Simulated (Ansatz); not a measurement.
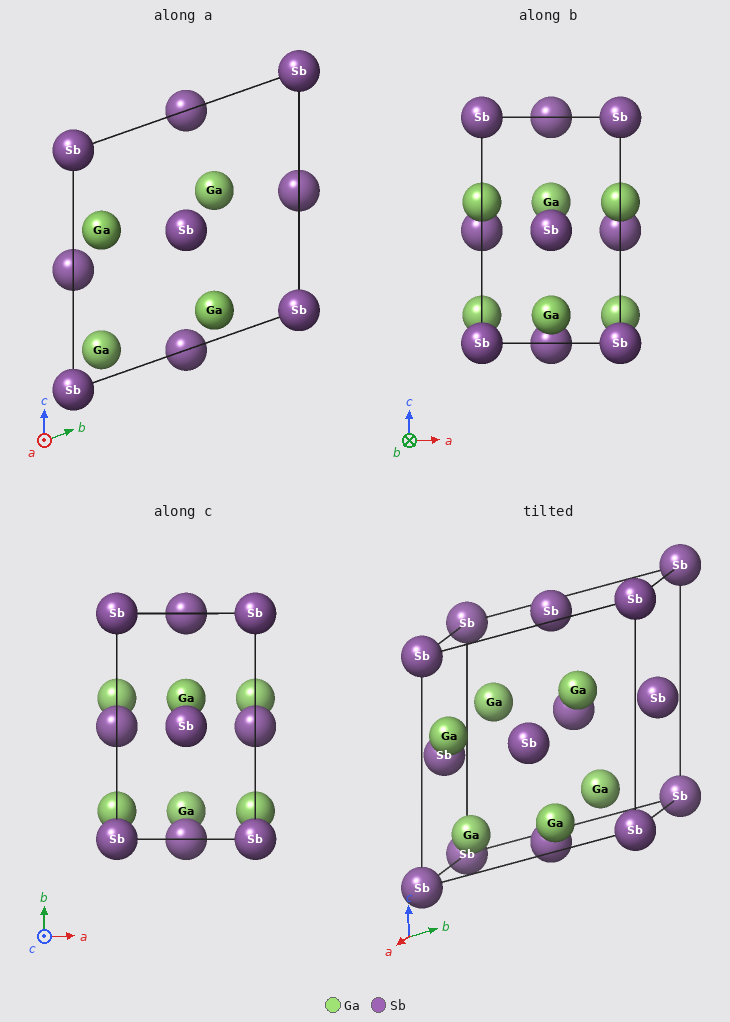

The figure gives a spheres-only picture of the atoms, viewed along the a axis, along the b axis, along the c axis and slightly off an axis. The unit cell is outlined; an atom on or near a face, edge or corner is repeated at each equivalent position.

Lattice parameters: a = 4.328 Å, b = 7.474 Å, c = 7.480 Å, α = 70.64°, β = 89.98°, γ = 89.98°. Put a along x and b in the xy plane.

Question: Set out the cell and atoms as a POSCAR file.

Answer:
```
Ga Sb
1.0
     4.328    0.000    0.000
     0.003    7.474    0.000
     0.003    2.480    7.057
Ga Sb
4 4
Direct
  0.4999 0.1245 0.1252
  0.9999 0.1247 0.6250
  0.9997 0.6248 0.1249
  0.4995 0.6244 0.6251
  0.0000 0.0000 0.0000
  0.5000 0.9997 0.5002
  0.4998 0.4998 0.0001
  0.9996 0.4999 0.4999
```

Provenance: a structure type filled with these elements by a generator (whether the compound takes this form wasn't checked). Atoms and cell were optimised with DFT, PBEsol, plane waves, PAW in Ansatz 0.2.0.
